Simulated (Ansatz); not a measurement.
This input was run:

```
crystal:
  lattice:
    - [0.0, 3.4031302553, 3.4031302553]
    - [3.4031302553, 0.0, 3.4031302553]
    - [3.4031302553, 3.4031302553, 0.0]
  atoms:
    - { symbol: Pb, position: [0.0, 0.0, 0.0] }
    - { symbol: Se, position: [0.25, 0.25, 0.25] }
kpoints:
  mp_grid: { grid: [8, 8, 8] }
  band_path:
    path:
      - [0.0, 0.0, 0.0]
      - [-0.5, -0.5, 0.0]
      - [-0.375, -0.375, 0.25]
      - [-0.375, 0.0, 0.375]
      - [0.0, 0.0, 0.5]
      - [-0.5, -0.25, 0.25]
    npoints: 1
hamiltonian:
  xc: r2scan
  dispersion: rvv10
scf:
  occupations: { method: fermi_dirac, width: 0.03 }
  n_extra_bands: 4
output:
  forces: true
  stress: true
  eigenvalues: true
```

Command:
```bash
ansatz run input.yaml --threads 2 --pin off --max-ram 2211MiB --backend cpu --events-out ev --progress --plain --runs-dir out
```

Predict the main features of the density of states.

There is a gap; over the k points computed it is 0.68 eV (indirect; the smallest direct gap is 1.27 eV). The upper group of valence states starts about 3.5 eV under the valence-band top (which lies at −0.4 eV on this axis), with a gap beneath it; it holds about 6 electrons a cell. Within the window shown, the tallest peak of the filled states lies 2.9 eV under the valence-band top, at about 3.3 states per eV and cell.

Spin-orbit coupling is left out, which matters for Pb.

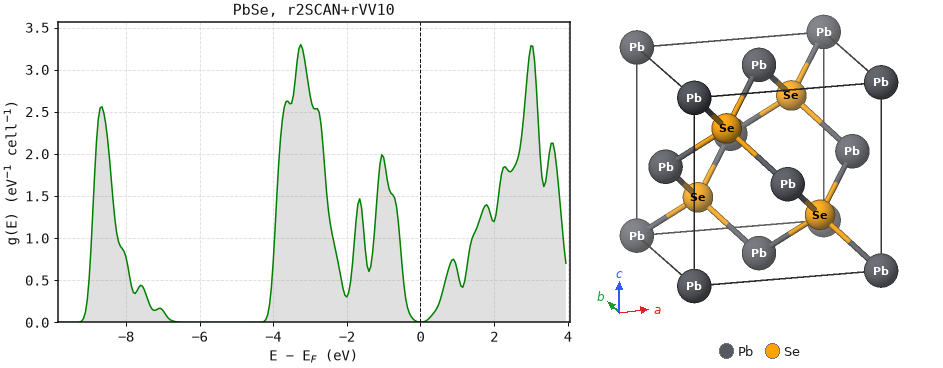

Density of states, beside the structure. Energies are counted from the Fermi level. The curve is built from the levels of the k mesh with Gaussians 0.3 eV wide, which also blur the band edges.
